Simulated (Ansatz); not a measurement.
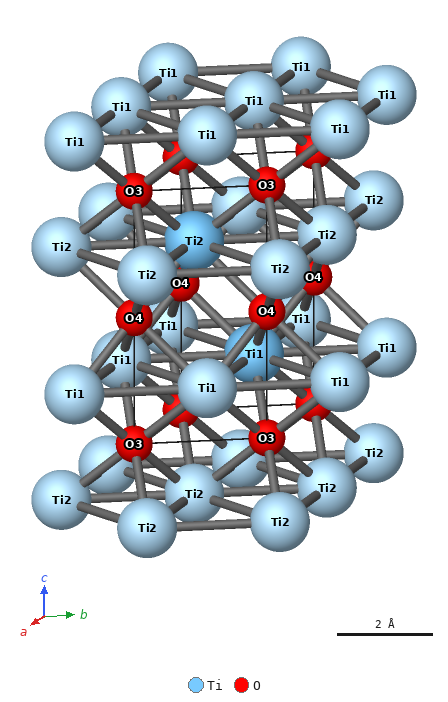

**Figure 1.** The structure as given in the input (ball-and-stick view of the cell of the calculation, seen slightly off an axis; neighbours outside the cell are drawn fainter; atoms are numbered from 1 in the order of the input). An atom can appear more than once, as a periodic image.

## Single-point calculation of TiO

- system: TiO (4 atoms in the cell)
- method: DFT PBEsol, scalar-relativistic, plane waves, PAW, no spin polarisation (Ansatz 0.2.0)

The structure derives from a Materials Project entry. It belongs to a series of runs on one base structure; here: kmesh: [24, 24, 12] Gamma-centred. Figures and captions count atoms from 1; the log counts them from 0 in places.

## Input file
```yaml
crystal:
  lattice:
    - [2.8516080131, 0.0, 0.0]
    - [-1.4258040066, 2.469564981, 0.0]
    - [0.0, 0.0, 5.567503]
  atoms:
    - { symbol: Ti, position: [0.3333333333, 0.6666666667, 0.25] }
    - { symbol: Ti, position: [0.6666666667, 0.3333333333, 0.75] }
    - { symbol: O, position: [0.0, 0.0, 0.0] }
    - { symbol: O, position: [0.0, 0.0, 0.5] }
basis:
  ecutwfc: 420
kpoints:
  mp_grid: { grid: [24, 24, 12] }
hamiltonian:
  xc: pbesol
scf:
  occupations: { method: gaussian, width: 0.1 }
output:
  forces: true
  stress: true
  eigenvalues: true
  write_density: true
  write_potential: true
  elf: true
  volumetric_format: npy
```

Machine: 1 thread of Arm Neoverse V2, 24 GiB of memory available, shared host.

Command:
```bash
ansatz run input.yaml --threads 1 --pin off --max-ram 2560MiB --backend cpu --events-out ev --progress --plain --runs-dir out
```

## What the program printed
```
Engine: ansatz 0.2.0, aarch64-unknown-linux-gnu
Pseudopotentials: kind: paw
Pseudopotential: Ti, paw, valence charge 12, recommended cutoff 420 eV (normal), Ti.paw.azcp
Pseudopotential: O, paw, valence charge 6, recommended cutoff 420 eV (normal), O.paw.azcp
Functional definition: PBEsol
  exchange = pbesol_x
  correlation = pbesol_c
Crystal: 4 atoms, lattice volume = 39.208 Å³
Basis set: ecut = 420 eV, 799 PW (Γ), exchange–correlation on 40×40×80 points (8 copies of the dense FFT grid, shifted against one another)
Bands: 22, of which v1, the nominal top of the filled ones, is band 18 counted from 1 (17 counted from 0)
Symmetry: 24 space group operations
Space group: P63/mmc (ITA 194), of the structure as read, at distance tolerance 3.4e-5 Å
k-points: 427 of 6912
Non-local potential: Ti, projectors of the file, l = 0: 3, l = 1: 2, l = 2: 3, l = 3: 1
Non-local potential: O, projectors of the file, l = 0: 2, l = 1: 2, l = 2: 1
PAW form: soft (Blöchl's): semilocal exchange-correlation on the pseudo side does not see the compensation charge
PAW frozen core: Ti, regenerated for the run's functional, and the local potential with it (the file was generated under x = pbe(κ = 0.804, μ = 0.2195149727645171), c = pbe(β = 0.06672455060314922))
PAW frozen core: O, regenerated for the run's functional, and the local potential with it (the file was generated under x = pbe(κ = 0.804, μ = 0.2195149727645171), c = pbe(β = 0.06672455060314922))
PAW one-centre angular grid: Ti, 590 points (default); XC on 64 Gauss nodes
PAW one-centre angular grid: O, 110 points (default); XC on 64 Gauss nodes
Initial density: superposition of atomic densities (neutral atoms: chi_scale 0, normalization atom), corrected by the library's trained network
Initial wavefunctions: pseudopotential atomic-orbital guess
Functional: x = pbesol(κ = 0.804, μ = 0.12345679012345678), c = pbesol(β = 0.046)
SCF iter   1: F=—  HF=-6074.676410 eV  |F-HF|=—  |Δ(HF+E_count)|=         —  Δρ=2.09e-2  dr2=1.17e-1  ethr=1.77e-3  ⟨swp⟩=4.3  Hψ=38833  notcnv=0
preconditioner: auto → Kerker (q_TF=auto, 2.690 Å⁻¹)  [metal: Δε(μ)=0.015 eV  Ē_g=9.921 eV  σ=0.100 eV  W_gap=0.08  n_scr=10 (ndim 8)  ℏωp=26.5 eV  f_vac=0.000  D(μ)=0.68/eV (n_scr^D=2)]
SCF iter   2: F=—  HF=-6074.648782 eV  |F-HF|=—  |Δ(HF+E_count)|=   2.76e-2  Δρ=8.15e-3  dr2=1.42e-2  ethr=3.25e-4  ⟨swp⟩=2.0  Hψ=17128  notcnv=0
SCF iter   3: F=—  HF=-6074.646378 eV  |F-HF|=—  |Δ(HF+E_count)|=   2.40e-3  Δρ=3.50e-3  dr2=3.39e-3  ethr=3.93e-5  ⟨swp⟩=3.0  Hψ=18267  notcnv=0
SCF iter   4: F=—  HF=-6074.645674 eV  |F-HF|=—  |Δ(HF+E_count)|=   7.04e-4  Δρ=9.73e-4  dr2=2.90e-4  ethr=9.42e-6  ⟨swp⟩=2.0  Hψ=12286  notcnv=0
SCF iter   5: F=—  HF=-6074.645607 eV  |F-HF|=—  |Δ(HF+E_count)|=   6.69e-5  Δρ=2.13e-4  dr2=1.40e-5  ethr=8.05e-7  ⟨swp⟩=2.0  Hψ=10398  notcnv=0
SCF iter   6: F=—  HF=-6074.645549 eV  |F-HF|=—  |Δ(HF+E_count)|=   5.76e-5  Δρ=3.50e-5  dr2=3.19e-7  ethr=3.90e-8  ⟨swp⟩=2.0  Hψ=12735  notcnv=0
SCF iter   7: F=-6074.645549 eV  HF=-6074.645549 eV  |F-HF|=7.53e-9  |Δ(HF+E_count)|=   5.54e-8  Δρ=9.05e-6  dr2=2.20e-8  ethr=2.78e-10  ⟨swp⟩=8.1  Hψ=56390  notcnv=0
SCF 1 converged in 7 iterations: F = -6074.645549 eV  dr2 = 2.20e-8
  greatest PAW one-centre occupation: 0.999 electrons in one spin orbital (limit 2), on the Ti atom at site 1 (counted from 0), in its partial waves of l = 0
```

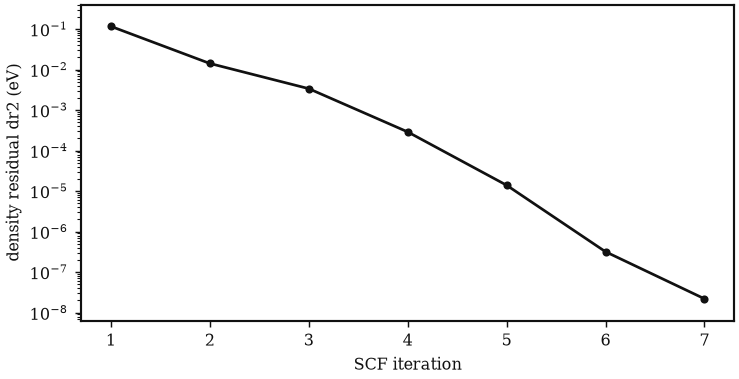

**Figure 2.** Convergence of the self-consistent field: density residual dr2 against the SCF iteration. The residual falls at every step.

```
SCF converged after 7 iterations
Free energy (F): -6074.645549 eV
Harris-Foulkes:  -6074.645549 eV  (|F-HF|=7.53e-9)
Internal energy: -6074.641979 eV  (E = F + TS)
E sigma→0 (E₀):  -6074.643764 eV
Entropy (-TS):   -0.003570 eV (-0.893 meV/atom)
Fermi energy:    16.812275 eV
--- Per-component energies (eV) ---
  E_band       = -204.763905
  E_kinetic    = 899.964651
  E_local      = -1812.551158  (includes V_loc(G=0)·N_el)
  E_nonlocal   = 115.569611
  E_hartree    = 719.390367
  E_xc         = -341.799606
  E_vxc        = -433.793033  (∫ρ·V_xc dr)
  E_paw        = -2350.153813  (= ΣΔE_a)
  E_vpaw       = -412.741548  (= ΣTr[D̂ρ^β])
  E_aug_tail   = 0.005028  (compensation charges beyond the density's cutoff)
  E_ewald      = -3305.416402
  E_core_change = 0.349344  (= ΣΔE_core)
  E_smearing   = -0.003570  (= −TS)
  E_closure    = 0.000000  (closes the sum)
  Σ components = -6074.645549   (vs F -6074.645549, Δ=0.00e0)
--- Forces (eV/Å), atoms counted from 1 ---
  atom   1  Ti    -0.00000000    -0.00000000     0.00000000
  atom   2  Ti     0.00000000     0.00000000     0.00000000
  atom   3  O      0.00000000     0.00000000    -0.00000000
  atom   4  O      0.00000000    -0.00000000     0.00000000
  max |Σ_I F_I| component: 9.25e-18 eV/Å
--- Stress (GPa, compression-positive) ---
       -9.080130      -0.000000       0.000000
        0.000000      -9.080130       0.000000
        0.000000       0.000000     -11.850210
  P = ⅓ Tr σ = -10.0035 GPa (-100.035 kbar)
--- Band table (eV; the first three rows and the last of 427) ---
  k-point 0: bands = ["-40.7892", "-40.7446", "-17.6504", "-17.1650", "-16.7555", "-16.7555", "-16.7415", "-16.7415", "-5.0355", "-3.7302", "7.3718", "10.9629", "10.9629", "11.4347", "11.4347", "11.4848", "14.7442", "16.5941", "16.5941", "16.8529", "17.6073", "17.6073"]
  k-point 1: bands = ["-40.7884", "-40.7454", "-17.6425", "-17.1737", "-16.7552", "-16.7552", "-16.7417", "-16.7417", "-5.0148", "-3.7547", "7.4241", "10.9684", "10.9684", "11.3575", "11.4236", "11.4236", "14.8380", "16.6251", "16.6251", "16.8368", "17.6252", "17.6252"]
  k-point 2: bands = ["-40.7862", "-40.7476", "-17.6194", "-17.1992", "-16.7545", "-16.7545", "-16.7424", "-16.7424", "-4.9541", "-3.8257", "7.5782", "10.9850", "10.9850", "11.0224", "11.3915", "11.3915", "15.0749", "16.7152", "16.7152", "16.7871", "17.6712", "17.6712"]
  k-point 426: bands = ["-40.6390", "-40.6390", "-17.2965", "-17.2965", "-17.2858", "-17.2858", "-17.1115", "-17.1115", "-3.7202", "-3.7202", "8.4210", "8.4210", "9.5904", "9.5904", "9.8483", "9.8483", "16.4251", "16.4251", "18.2984", "18.2984", "18.6768", "18.6768"]
```

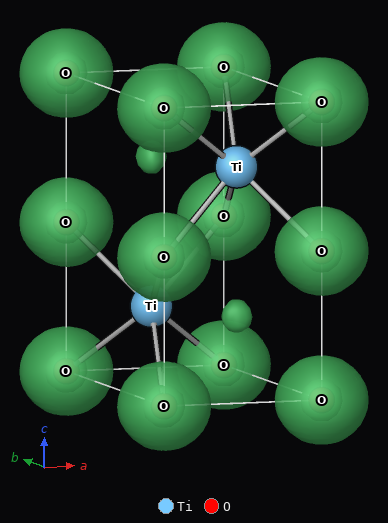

**Figure 3.** Isosurface of the ELF at 0.7 (green), seen at an oblique angle. Core shells and regions of very low density are left out. Sticks mark near contacts. The outline is the cell set on symmetry axes. Along the contacts the grid gives the following. Ti–O (2.16 Å): the ELF is about 0.10 at the midpoint (no shared pair; the contact is polar). Ti–Ti (2.85 Å): the ELF is about 0.25 at the midpoint (no localised pair between them). Core electrons are frozen (PAW), so the fields are smoothed inside the atomic spheres.

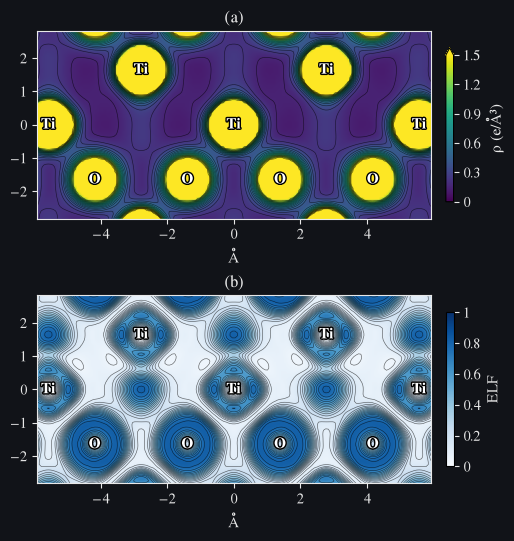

**Figure 4.** (a) valence charge density (pseudo); (b) electron localisation function on the (110) plane of the conventional cell. Atoms in the plane: Ti and O. Ti–O (2.16 Å): the density is about 0.41 e/Å³ at the midpoint; the ELF is about 0.10 at the midpoint (no shared pair; the contact is polar). Away from the nuclei the density in this plane falls to 0.12 e/Å³ at its lowest. The strong features right at Ti lie inside the PAW spheres (semicore, d or f shells) and say nothing about bonding.

## Summary

| quantity | value |
| --- | --- |
| outcome | converged |
| space group (tolerance 0.01 Å) | P6₃/mmc (194) |
| electrons treated | 36 |
| free energy | −6074.6455 eV |
| Fermi energy | 16.812 eV |
| gap on the k-point mesh | none (metallic) |
| pressure | −10.00 GPa |
| largest force (length of the vector) | under 0.001 eV/Å |
| wall time | 22 s |
| peak memory | 0.53 GiB |

The cell is under a tension of 10.0 GPa at this level, so it is not at its equilibrium volume.
